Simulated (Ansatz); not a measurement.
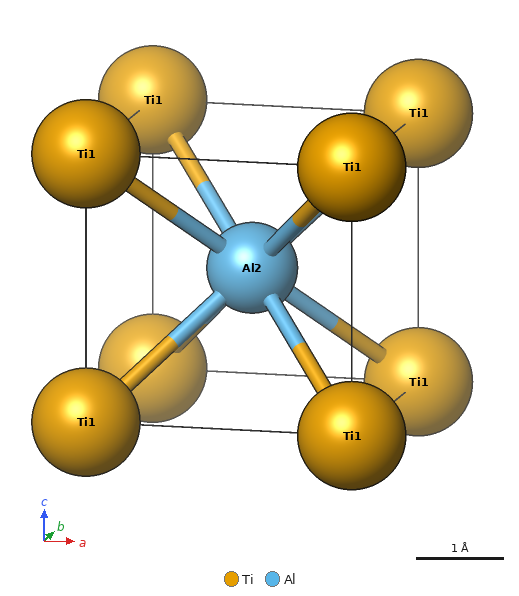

This is a symmetric starting cell of TiAl. A ball-and-stick model of the cell of the calculation, seen slightly off an axis.

The calculation used Ansatz, DFT PBEsol, scalar-relativistic, plane waves, PAW. Set-up: plane-wave cutoff 420 eV; k-point mesh 14 × 14 × 14; occupations gaussian; smearing width 0.1 eV; no spin polarisation.

The variant: All lengths are scaled by +4.4 % (volume +13.8 %), the atoms keeping their fractional coordinates. No relaxation follows. The starting cell wasn't computed here and needn't be at equilibrium, so pressure and forces aren't due to the change alone.

Input file:
```yaml
crystal:
  lattice:
    - [3.3186884909, 0.0, 0.0]
    - [0.0, 3.3186884909, 0.0]
    - [0.0, 0.0, 3.3186884909]
  atoms:
    - { symbol: Ti, position: [0.0, 0.0, 0.0] }
    - { symbol: Al, position: [0.5, 0.5, 0.5] }
basis:
  ecutwfc: 420
kpoints:
  mp_grid: { grid: [14, 14, 14] }
hamiltonian:
  xc: pbesol
scf:
  occupations: { method: gaussian, width: 0.1 }
output:
  forces: true
  stress: true
  eigenvalues: true
```

**What is the effect?**

The pressure is −13.2 GPa (not all of it need come from the change, since the unchanged cell can be under pressure at this level too). All forces vanish by symmetry. Near-neighbour distances before and after: Al–Ti 2.753 → 2.874 Å. The space group stays Pm-3m (No. 221).

The changed structure in the same view:

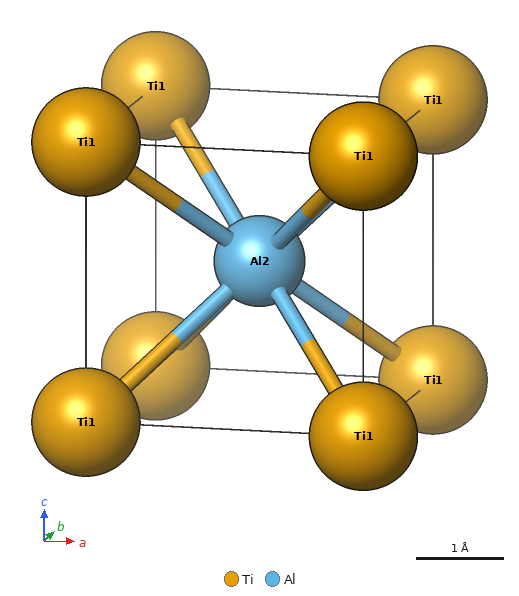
